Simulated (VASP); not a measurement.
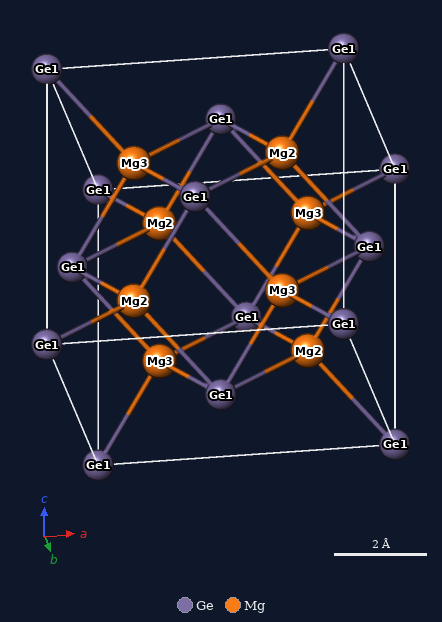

**Figure 1.** The structure (ball-and-stick view of the cell 4 times as large as that of the calculation, set on its symmetry axes, seen at an oblique angle; atoms are numbered from 1 in the order of the input). An atom can appear more than once, as a periodic image. Near neighbours in the periodic cell (some may lie outside the picture): Ge has 8 Mg at 2.87 Å; Mg has 4 Ge at 2.87 Å.

**Single-point calculation, with input and output: Mg$_{2}$Ge**

Mg$_{2}$Ge (Fm-3m, 3 atoms in the cell), computed with DFT, plane waves, PAW, settings varied from a PBE run (VASP 6.6.1).

The structure was built on a prototype by a generator. Some settings of this run were made unusual or wrong on purpose. The geometry comes from this level: r2SCAN (a point of a series of strains).

### INCAR
```
ENCUT = 520.000000
EDIFF = 1.00e-07
GGA = PE
PREC = Accurate
IBRION = -1
ISIF = 2
ISMEAR = -1
NBANDS = 16
NSW = 0
LASPH = .TRUE.
LCHARG = .FALSE.
LWAVE = .FALSE.
LREAL = .FALSE.
NELM = 62
SGIMA = 0.02
```

### KPOINTS
```
KPOINTS created by Atomic Simulation Environment
0
Gamma
8 8 8
0 0 0
```

### POSCAR
```
Ge Mg
 1.0000000000000000
     0.0000000000000000    3.3104252870000002    3.3104252870000002
     3.3104252870000002    0.0000000000000000    3.3104252870000002
     3.3104252870000002    3.3104252870000002    0.0000000000000000
 Ge  Mg
   1   2
Cartesian
  0.0000000000000000  0.0000000000000000  0.0000000000000000
  1.6552126435000001  1.6552126435000001  1.6552126435000001
  4.9656379304999998  4.9656379304999998  4.9656379304999998
```

Launched with:
```bash
mpirun -np 1 vasp_std
```

### OSZICAR
```
N       E                     dE             d eps       ncg     rms          rms(c)
DAV:   1     0.845214783307E+02    0.84521E+02   -0.86620E+03   992   0.179E+03
DAV:   2     0.267091338466E+01   -0.81851E+02   -0.78800E+02  1016   0.406E+02
DAV:   3    -0.840782296258E+01   -0.11079E+02   -0.11040E+02  1168   0.900E+01
DAV:   4    -0.875595361001E+01   -0.34813E+00   -0.34808E+00  1144   0.162E+01
DAV:   5    -0.876373731519E+01   -0.77837E-02   -0.77835E-02  1240   0.265E+00    0.307E+00
DAV:   6    -0.835848960076E+01    0.40525E+00   -0.48785E-01  1144   0.355E+00    0.153E+00
DAV:   7    -0.829049511726E+01    0.67994E-01   -0.22868E-01  1144   0.297E+00    0.548E-01
DAV:   8    -0.829109262945E+01   -0.59751E-03   -0.21593E-02  1192   0.210E+00    0.109E-01
DAV:   9    -0.829071628787E+01    0.37634E-03   -0.28300E-03  1168   0.814E-01    0.393E-02
DAV:  10    -0.829070809197E+01    0.81959E-05   -0.18739E-04  1144   0.802E-02    0.109E-02
DAV:  11    -0.829072121798E+01   -0.13126E-04   -0.38439E-05  1000   0.629E-02    0.755E-03
DAV:  12    -0.829072048347E+01    0.73451E-06   -0.60321E-06  1240   0.336E-02    0.202E-03
DAV:  13    -0.829072048128E+01    0.21919E-08   -0.54504E-07  1080   0.480E-03
   1 F= -.82907205E+01 E0= -.82623262E+01  d E =-.567886E-01
```

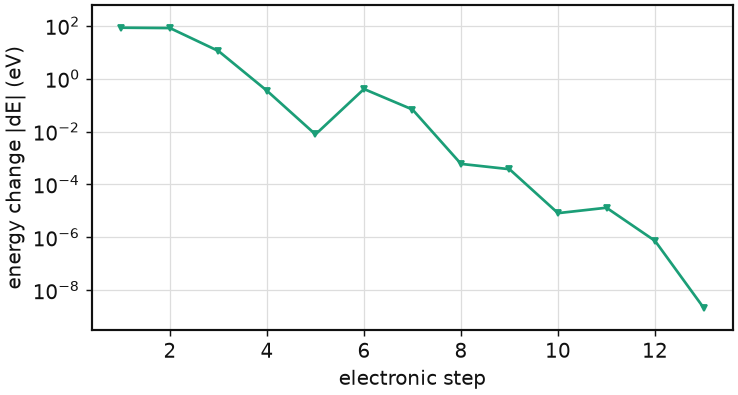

**Figure 2.** Convergence of the self-consistent field: energy change |dE| against the electronic step. It takes 13 electronic steps. The density is held fixed in the first few steps, and dE rises again when its update begins.

### Parts of OUTCAR
```
k-points           NKPTS =     29   k-points in BZ     NKDIM =     29   number of bands    NBANDS=     16

   NELECT =      18.0000    total number of electrons

   dimension x,y,z NGX =    36 NGY =   36 NGZ =   36
   dimension x,y,z NGXF=    72 NGYF=   72 NGZF=   72

  energy-cutoff  :      520.00
  volume of cell :       72.56
      direct lattice vectors                 reciprocal lattice vectors
     0.000000000  3.310425287  3.310425287    -0.151037996  0.151037996  0.151037996
     3.310425287  0.000000000  3.310425287     0.151037996 -0.151037996  0.151037996
     3.310425287  3.310425287  0.000000000     0.151037996  0.151037996 -0.151037996

 k-points in reciprocal lattice and weights: KPOINTS created by Atomic Simulation Env
   0.00000000  0.00000000  0.00000000       0.002
   0.12500000  0.00000000  0.00000000       0.016
   0.25000000  0.00000000  0.00000000       0.016
   0.37500000  0.00000000  0.00000000       0.016
   0.50000000  0.00000000  0.00000000       0.008
   0.12500000  0.12500000  0.00000000       0.012
   0.25000000  0.12500000  0.00000000       0.047
   0.37500000  0.12500000  0.00000000       0.047
   0.50000000  0.12500000  0.00000000       0.047
  -0.37500000  0.12500000  0.00000000       0.047
  -0.25000000  0.12500000  0.00000000       0.047
  -0.12500000  0.12500000  0.00000000       0.023
   0.25000000  0.25000000  0.00000000       0.012
   0.37500000  0.25000000  0.00000000       0.047
   0.50000000  0.25000000  0.00000000       0.047
  -0.37500000  0.25000000  0.00000000       0.047
  -0.25000000  0.25000000  0.00000000       0.023
   0.37500000  0.37500000  0.00000000       0.012
   0.50000000  0.37500000  0.00000000       0.047
  -0.37500000  0.37500000  0.00000000       0.023
   0.50000000  0.50000000  0.00000000       0.006
   0.37500000  0.25000000  0.12500000       0.047
   0.50000000  0.25000000  0.12500000       0.094
  -0.37500000  0.25000000  0.12500000       0.047
   0.50000000  0.37500000  0.12500000       0.047
  -0.37500000  0.37500000  0.12500000       0.094
  -0.25000000  0.37500000  0.12500000       0.047
  -0.37500000  0.50000000  0.12500000       0.023
  -0.25000000  0.50000000  0.25000000       0.012

 E-fermi :   3.0227

 k-point     1 :       0.0000    0.0000    0.0000
  band No.  band energies     occupation
      1     -20.9005      2.00000
      2     -20.9005      2.00000
      3     -20.9005      2.00000
      4     -20.8869      2.00000
      5     -20.8869      2.00000
      6      -6.4221      2.00000
      7       2.8766      1.34965
      8       2.8767      1.34964
      9       2.8767      1.34964
     10       3.3297      0.35450
     11       5.4952      0.00001
     12       5.4952      0.00001
     13       5.4952      0.00001
     14       8.0502      0.00000
     15       8.7909      0.00000
     16       8.7909      0.00000

 k-point     2 :       0.1250    0.0000    0.0000
  band No.  band energies     occupation
      1     -20.9005      2.00000
      2     -20.9004      2.00000
      3     -20.9004      2.00000
      4     -20.8869      2.00000
      5     -20.8869      2.00000
      6      -6.3088      2.00000
      7       1.5090      1.99897
      8       2.7289      1.62572
      9       2.7289      1.62571
     10       4.0659      0.01080
     11       5.7517      0.00000
     12       5.7517      0.00000
     13       5.7897      0.00000
     14       7.9999      0.00000
     15       7.9999      0.00000
     16       8.6777      0.00000

 k-point     3 :       0.2500    0.0000    0.0000
  band No.  band energies     occupation
      1     -20.9004      2.00000
      2     -20.9002      2.00000
      3     -20.9002      2.00000
      4     -20.8869      2.00000
      5     -20.8869      2.00000
      6      -5.9950      2.00000
      7       0.0073      2.00000
      8       2.4585      1.88759
      9       2.4585      1.88759
     10       3.8532      0.03096
     11       5.9415      0.00000
     12       5.9415      0.00000
     13       7.1162      0.00000
     14       7.9191      0.00000
     15       7.9191      0.00000
     16       8.2727      0.00000

 k-point     4 :       0.3750    0.0000    0.0000
  band No.  band energies     occupation
      1     -20.9004      2.00000
      2     -20.8999      2.00000
      3     -20.8999      2.00000
      4     -20.8869      2.00000
      5     -20.8869      2.00000
      6      -5.5917      2.00000
      7      -1.1526      2.00000
      8       2.2562      1.95759
      9       2.2562      1.95759
     10       3.5567      0.12954
     11       5.6751      0.00000
     12       5.6751      0.00000
     13       7.6205      0.00000
     14       8.9488      0.00000
     15       9.0442      0.00000
     16       9.0442      0.00000

 k-point     5 :       0.5000    0.0000    0.0000
  band No.  band energies     occupation
      1     -20.9004      2.00000
      2     -20.8998      2.00000
      3     -20.8998      2.00000
      4     -20.8868      2.00000
      5     -20.8868      2.00000
      6      -5.3780      2.00000
      7      -1.6243      2.00000
      8       2.1851      1.97009
      9       2.1851      1.97009
     10       3.4488      0.21226
     11       5.5335      0.00001
     12       5.5335      0.00001
     13       7.4630      0.00000
     14      10.2153      0.00000
     15      10.3738      0.00000
     16      10.3738      0.00000

 [... the levels of 23 k-points are left out ...]

 k-point    29 :      -0.2500    0.5000    0.2500
  band No.  band energies     occupation
      1     -20.9002      2.00000
      2     -20.9002      2.00000
      3     -20.8991      2.00000
      4     -20.8871      2.00000
      5     -20.8866      2.00000
      6      -4.9718      2.00000
      7      -0.5777      2.00000
      8      -0.5777      2.00000
      9       0.4248      2.00000
     10       5.5909      0.00001
     11       6.2768      0.00000
     12       6.2787      0.00000
     13       6.2787      0.00000
     14      10.6308      0.00000
     15      10.6308      0.00000
     16      11.7154      0.00000

  Total       -1.7187369     -1.7187369     -1.7187369     -0.0000000     -0.0000000      0.0000000
  in kB      -37.9523458    -37.9523458    -37.9523458     -0.0000000     -0.0000000      0.0000000
  external PRESSURE =     -37.9523458 kB  Pullay stress =       0.0000000 kB

 POSITION                                       TOTAL-FORCE (eV/Angst)
 -----------------------------------------------------------------------------------
      0.00000      0.00000      0.00000         0.000000     -0.000000      0.000000
      1.65521      1.65521      1.65521         0.000000     -0.000000     -0.000000
      4.96564      4.96564      4.96564        -0.000000      0.000000     -0.000000
 -----------------------------------------------------------------------------------
    total drift:                               -0.000000      0.000000      0.000000

  FREE ENERGIE OF THE ION-ELECTRON SYSTEM (eV)
  ---------------------------------------------------
  free  energy   TOTEN  =        -8.2907204813 eV

  energy  without entropy=       -8.2339318505  energy(sigma->0) =       -8.26232617
```

### Outcome

| quantity | value |
| --- | --- |
| outcome | converged |
| space group (tolerance 0.01 Å) | Fm-3m (225) |
| electrons treated | 18 |
| free energy | −8.2907 eV |
| Fermi energy | 3.023 eV |
| band gap | 0.25 eV |
| pressure | −3.80 GPa |
| largest force (length of the vector) | under 0.001 eV/Å |
| hardware | 1 CPU thread, shared host |
| wall time | 28 s |
| peak memory | 0.21 GiB |

### Diagnosis

Some settings of this run were drawn to be unusual or wrong (NELM = 62; SIGMA = null; SGIMA = 0.02). It converged; results that depend on the unusual settings are not reference values.
